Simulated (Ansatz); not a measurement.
# Rh: single-point calculation

The run: single-point calculation of Rh (Fm-3m, 1 atom in the cell). Method and program: DFT LDA, scalar-relativistic, plane waves, PAW, no spin polarisation (Ansatz 0.2.0).

The structure derives from an entry of the Crystallography Open Database. Figures and captions count atoms from 1; the log counts them from 0 in places.

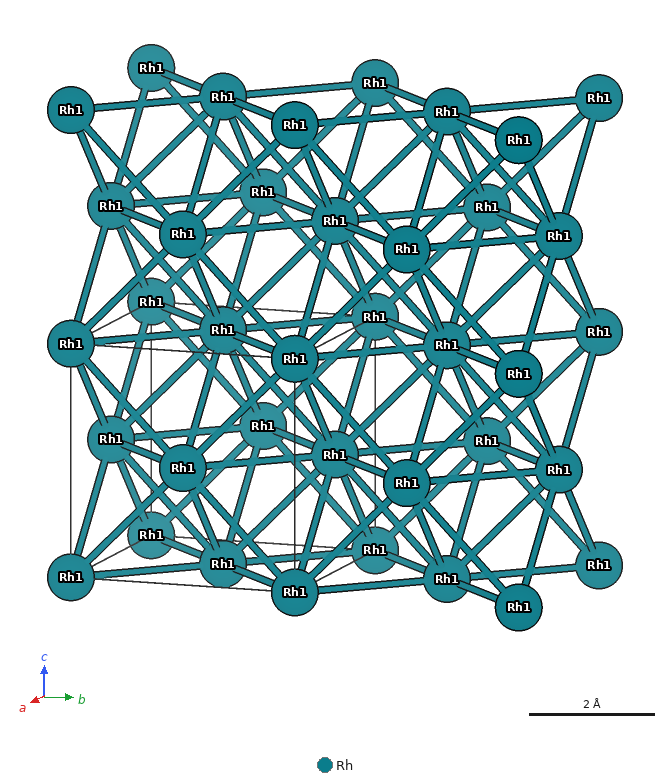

Fig. 1: The structure as given in the input (ball-and-stick view of the cell 4 times as large as that of the calculation, set on its symmetry axes, repeated 1 × 2 × 2, seen slightly off an axis; atoms are numbered from 1 in the order of the input). An atom can appear more than once, as a periodic image.

### Key numbers

```csv
quantity,value
outcome,converged
space group (tolerance 0.01 Å),Fm-3m (225)
electrons treated,17
free energy,−6278.6074 eV
Fermi energy,21.464 eV
gap on the k-point mesh,none (metallic)
pressure,−16.45 GPa
largest force (length of the vector),under 0.001 eV/Å
hardware,"1 thread of Arm Neoverse V1, 24 GiB of memory available, shared host"
wall time,10 s
peak memory,0.31 GiB
```

### Remarks

The cell is under a tension of 16.4 GPa at this level, so it is not at its equilibrium volume.

### Input
```yaml
crystal:
  lattice:
    - [0.0, 1.9149890286, 1.9149890286]
    - [1.9149890286, 0.0, 1.9149890286]
    - [1.9149890286, 1.9149890286, 0.0]
  atoms:
    - { symbol: Rh, position: [0.0, 0.0, 0.0] }
basis:
  ecutwfc: 420
kpoints:
  mp_grid: { grid: [18, 18, 18] }
  band_path:
    path:
      - [[0.0, 0.0, 0.0], [0.5, 0.0, 0.5], [0.625, 0.25, 0.625]]
      - [[0.375, 0.375, 0.75], [0.0, 0.0, 0.0], [0.5, 0.5, 0.5], [0.5, 0.25, 0.75], [0.5, 0.0, 0.5]]
    npoints: 14
hamiltonian:
  xc: lda
scf:
  occupations: { method: gaussian, width: 0.1 }
  n_extra_bands: 6
output:
  forces: true
  stress: true
  eigenvalues: true
  populations: true
  dos: { projected: true, de: 0.02, nscf_kmesh: { grid: [27, 27, 27] } }
  bader: true
  write_density: true
  write_potential: true
  elf: true
  volumetric_format: npy
```

Launch command:
```bash
ansatz run input.yaml --threads 1 --pin off --max-ram 2560MiB --backend cpu --events-out ev --progress --plain --runs-dir out
```

### Log
```
scf.n_extra_bands = 6 over 9 filled bands (N_el = 17.0): the run solves 15 bands
Engine: ansatz 0.2.0, aarch64-unknown-linux-gnu
Pseudopotentials: kind: paw
Pseudopotential: Rh, paw, valence charge 17, recommended cutoff 420 eV (normal), Rh.paw.azcp
Functional definition: SPW92
  exchange = slater_x
  correlation = pw_c
Crystal: 1 atoms, lattice volume = 14.045 Å³
Basis set: ecut = 420 eV, 283 PW (Γ)
Bands: 15, of which v1, the nominal top of the filled ones, is band 9 counted from 1 (8 counted from 0)
Symmetry: 48 space group operations
Space group: Fm-3m (ITA 225), of the structure as read, at distance tolerance 2.4e-5 Å
k-points: 195 of 5832
Non-local potential: Rh, projectors of the file, l = 0: 3, l = 1: 2, l = 2: 2, l = 3: 1
PAW form: soft (Blöchl's): semilocal exchange-correlation on the pseudo side does not see the compensation charge
PAW frozen core: Rh, regenerated for the run's functional, and the local potential with it (the file was generated under x = pbe(κ = 0.804, μ = 0.2195149727645171), c = pbe(β = 0.06672455060314922))
PAW one-centre angular grid: Rh, 590 points (default); XC on 64 Gauss nodes
Initial density: superposition of atomic densities (neutral atoms: chi_scale 0, normalization atom), corrected by the library's trained network
Initial wavefunctions: pseudopotential atomic-orbital guess
Functional: x = slater, c = lda
SCF iter   1: F=—  HF=-6278.610732 eV  |F-HF|=—  |Δ(HF+E_count)|=         —  Δρ=1.10e-2  dr2=1.07e-2  ethr=1.77e-3  ⟨swp⟩=4.9  Hψ=15452  notcnv=0  defer=28
preconditioner: auto → none  [metal: Δε(μ)=0.007 eV  Ē_g=17.770 eV  σ=0.100 eV  W_gap=0.04  n_scr=0 (ndim 8)  ℏωp=29.7 eV  f_vac=0.000  D(μ)=1.39/eV (n_scr^D=14)]
SCF iter   2: F=—  HF=-6278.607791 eV  |F-HF|=—  |Δ(HF+E_count)|=   2.94e-3  Δρ=5.03e-3  dr2=1.45e-3  ethr=6.30e-5  ⟨swp⟩=2.5  Hψ=5489  notcnv=0  defer=88
SCF iter   3: F=—  HF=-6278.607416 eV  |F-HF|=—  |Δ(HF+E_count)|=   3.75e-4  Δρ=2.45e-3  dr2=1.53e-4  ethr=8.50e-6  ⟨swp⟩=2.7  Hψ=4142  notcnv=0  defer=88
SCF iter   4: F=—  HF=-6278.607384 eV  |F-HF|=—  |Δ(HF+E_count)|=   3.21e-5  Δρ=1.23e-4  dr2=6.47e-7  ethr=8.97e-7  ⟨swp⟩=2.0  Hψ=2850  notcnv=0  defer=88
SCF iter   5: F=—  HF=-6278.607385 eV  |F-HF|=—  |Δ(HF+E_count)|=   3.98e-7  Δρ=5.51e-5  dr2=1.36e-7  ethr=3.80e-9  ⟨swp⟩=2.4  Hψ=3750  notcnv=0  defer=88
SCF iter   6: F=-6278.607385 eV  HF=-6278.607385 eV  |F-HF|=2.73e-9  |Δ(HF+E_count)|=   4.70e-8  Δρ=9.67e-6  dr2=4.16e-9  ethr=5.88e-10  ⟨swp⟩=10.8  Hψ=16556  notcnv=0
SCF 1 converged in 6 iterations: F = -6278.607385 eV  dr2 = 4.16e-9
  greatest PAW one-centre occupation: 1.000 electrons in one spin orbital (limit 2), on the Rh atom at site 0 (counted from 0), in its partial waves of l = 0
```

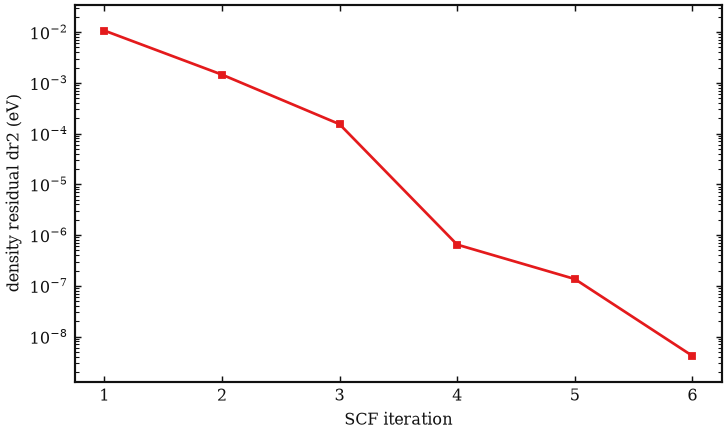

Fig. 2: Convergence of the self-consistent field: density residual dr2 against the SCF iteration. The residual falls at every step.

```
NSCF: frozen V_eff on 86 k-points
NSCF: frozen V_eff on 560 k-points
SCF converged after 6 iterations
Free energy (F): -6278.607385 eV
Harris-Foulkes:  -6278.607385 eV  (|F-HF|=2.73e-9)
Internal energy: -6278.600344 eV  (E = F + TS)
E sigma→0 (E₀):  -6278.603864 eV
Entropy (-TS):   -0.007040 eV (-7.040 meV/atom)
Fermi energy:    21.464267 eV
--- Per-component energies (eV) ---
  E_band       = -99.191994
  E_kinetic    = 572.479950
  E_local      = -1593.761329  (includes V_loc(G=0)·N_el)
  E_nonlocal   = 360.165644
  E_hartree    = 556.776711
  E_xc         = -220.298018
  E_vxc        = -277.740909  (∫ρ·V_xc dr)
  E_paw        = -3463.724734  (= ΣΔE_a)
  E_vpaw       = -273.891922  (= ΣTr[D̂ρ^β])
  E_aug_tail   = 0.000772  (compensation charges beyond the density's cutoff)
  E_ewald      = -2490.861824
  E_core_change = 0.622482  (= ΣΔE_core)
  E_smearing   = -0.007040  (= −TS)
  E_closure    = -0.000000  (closes the sum)
  Σ components = -6278.607385   (vs F -6278.607385, Δ=0.00e0)
--- Forces (eV/Å), atoms counted from 1 ---
  atom   1  Rh    -0.00000000     0.00000000    -0.00000000
  max |Σ_I F_I| component: 8.22e-32 eV/Å
--- Stress (GPa, compression-positive) ---
      -16.447330      -0.000000      -0.000000
       -0.000000     -16.447330      -0.000000
        0.000000      -0.000000     -16.447330
  P = ⅓ Tr σ = -16.4473 GPa (-164.473 kbar)
--- Band table (eV; the first three rows and the last of 195) ---
  k-point 0: bands = ["-57.2163", "-24.7688", "-24.7688", "-24.7688", "13.5593", "18.4473", "18.4473", "18.4473", "20.4997", "20.4997", "37.2680", "42.4306", "42.4306", "42.4306", "48.3772"]
  k-point 1: bands = ["-57.2132", "-24.7902", "-24.7717", "-24.7717", "13.6816", "18.3939", "18.4952", "18.4952", "20.4732", "20.4732", "37.4404", "41.7880", "42.6050", "42.6050", "49.0662"]
  k-point 2: bands = ["-57.2043", "-24.8515", "-24.7801", "-24.7801", "14.0333", "18.2600", "18.6204", "18.6204", "20.4163", "20.4163", "37.8998", "40.4137", "43.1126", "43.1126", "49.4354"]
  k-point 194: bands = ["-57.0785", "-25.2556", "-25.1871", "-25.0286", "16.5314", "17.3186", "18.2124", "20.3635", "22.4122", "30.1064", "31.5689", "32.3490", "33.9378", "46.0452", "47.2867"]
--- Löwdin populations: 1 site ---
  site symbol       q [e]
     0     Rh     16.8938
  spilling = 0.006247 (of n_electrons = 17.000000)
--- Bader charges: 1 site ---
  site symbol  charge [e]  shift [e]
     0     Rh      0.0000     0.0000
  estimated error of the sums over rays = 6.1e-7 e
```

### File populations.tsv
```
# site	symbol	l	j	q
# orbitals = lowdin
# n_electrons = 17.000000
# spilling = 0.006247
0	Rh	0_4S	-	1.987993
0	Rh	0_5S	-	0.789207
0	Rh	1_4P	-	5.994558
0	Rh	2_4D	-	8.122036
```

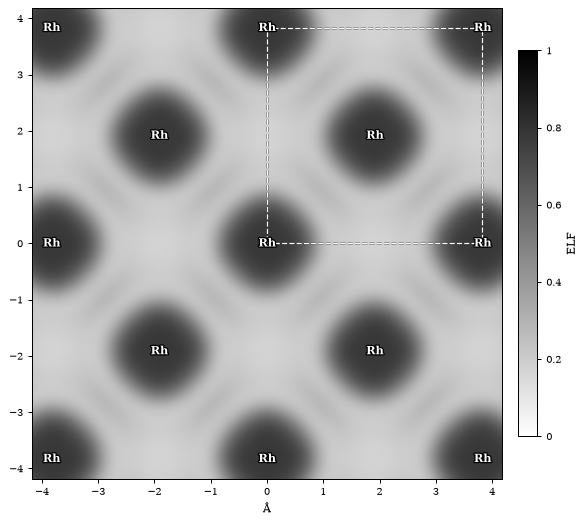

Fig. 3: Electron localisation function on the (010) plane of the conventional cell. Rh–Rh (2.71 Å): the ELF is about 0.25 at the midpoint (no localised pair between them). The strong features right at Rh lie inside the PAW spheres (semicore, d or f shells) and say nothing about bonding. The fields are those of the smooth PAW valence density.

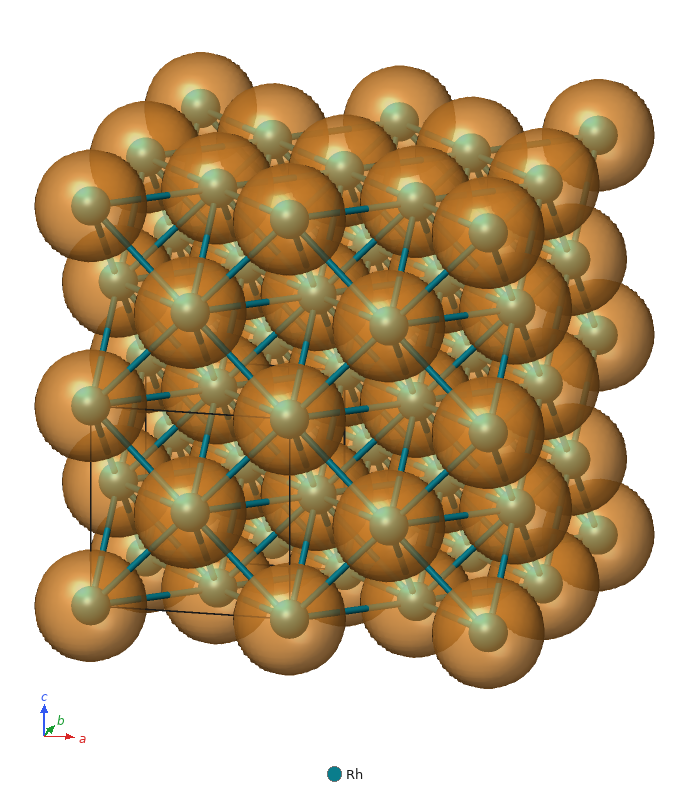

Fig. 4: Isosurface of the valence electron density at 0.6 e/Å³ (orange), seen slightly off an axis. Sticks mark near contacts. The outline is the cell set on symmetry axes. At this value the density breaks into separate islands; it holds about 80 % of the electrons treated as valence (semicore included). It is pinched off along the Rh–Rh (2.71 Å) contacts. On the grid the lowest density along these lines, outside the cores, is 0.35 e/Å³ (Rh–Rh, 2.71 Å).
